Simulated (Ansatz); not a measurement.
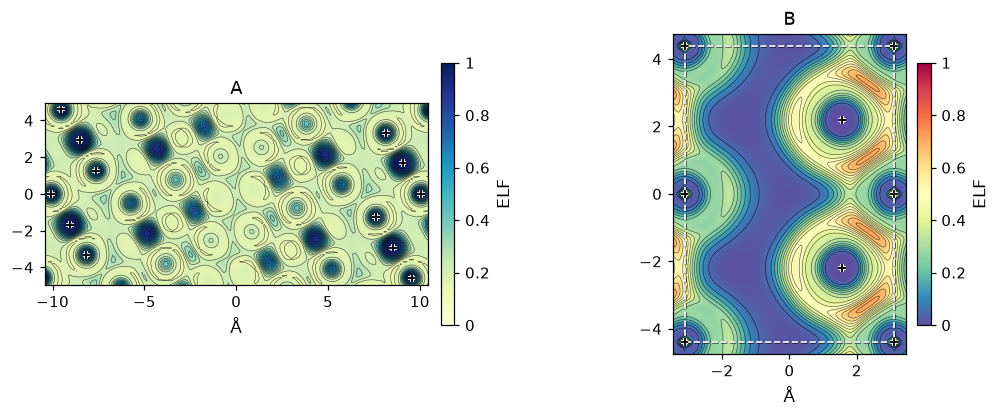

The electron localisation function of 2 systems, each on a plane through atoms (crosses mark nuclei in the plane).

All numbers below come from Ansatz, DFT PBE, scalar-relativistic, plane waves, PAW.

System 1: Cu₃H₂, the (111) plane of the conventional cell. Space group R-3m; started from the tetradymite_166 prototype, which need not be the ambient phase; computed without spin polarisation.

```cif
data_structure
_symmetry_space_group_name_H-M 'P 1'
_symmetry_Int_Tables_number 1
_cell_length_a 2.6727
_cell_length_b 2.6727
_cell_length_c 19.9815
_cell_angle_alpha 90.000
_cell_angle_beta 90.000
_cell_angle_gamma 120.000
_cell_volume 123.61
loop_
_atom_site_label
_atom_site_type_symbol
_atom_site_fract_x
_atom_site_fract_y
_atom_site_fract_z
_atom_site_occupancy
Cu1 Cu 0.00000 0.00000 0.00000 1
Cu2 Cu 0.66667 0.33333 0.33333 1
Cu3 Cu 0.33333 0.66667 0.66667 1
Cu4 Cu 0.00000 0.00000 0.21852 1
Cu5 Cu 0.66667 0.33333 0.55186 1
Cu6 Cu 0.33333 0.66667 0.88519 1
Cu7 Cu 0.66667 0.33333 0.11481 1
Cu8 Cu 0.33333 0.66667 0.44814 1
Cu9 Cu 0.00000 0.00000 0.78148 1
H1 H 0.33333 0.66667 0.06042 1
H2 H 0.00000 0.00000 0.39375 1
H3 H 0.66667 0.33333 0.72709 1
H4 H 0.33333 0.66667 0.27291 1
H5 H 0.00000 0.00000 0.60625 1
H6 H 0.66667 0.33333 0.93958 1
```

System 2: GaSb, the (101) plane of the conventional cell. Space group F-43m.

Which map belongs to which system?

Panel A is system 1, Cu₃H₂: the plane holds Cu and H. Cu–H (1.89 Å): the ELF climbs to about 1 towards the hydrogen. Panel B is system 2, GaSb: the plane holds Ga and Sb. Ga–Sb (2.69 Å): the ELF peaks at about 0.70 between the atoms.
